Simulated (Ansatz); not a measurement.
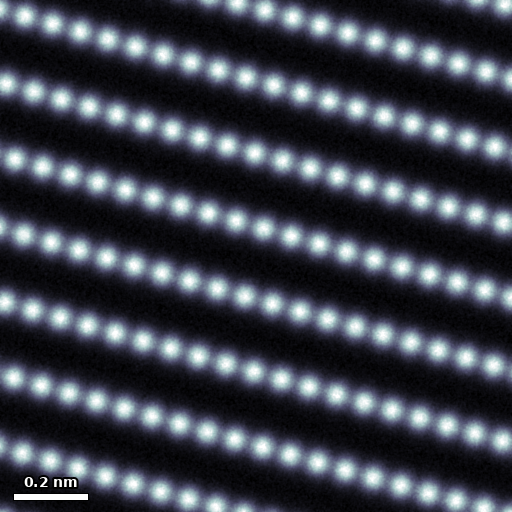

Z-contrast image of a crystal. The image is simulated as a sum over atoms of Z^1.7, blurred by a 0.50 Å probe (no channelling). The probe carries 25 % of its weight in a tail 2.5 times as wide. The display is stretched by a gamma of 0.8; percentages refer to the linear signal. Shot noise was added.

**What two-dimensional lattice does the image show, and how large is its cell?**

The pattern repeats on a rectangular net of 0.8 × 1.9 Å.

**Which plane group does this projection have?**

p2mm: mirror lines in two perpendicular directions, with twofold points where they cross.

**How many columns does the smallest repeating cell hold, and how many levels of brightness?**

1 column in the primitive cell of 1.5 Å², all of one brightness.

The crystal is Ni (Im-3m, No. 229) seen along [211]. Structure used: the input geometry of a calculation; the starting structure was generated, so it need not be a known form of this composition.
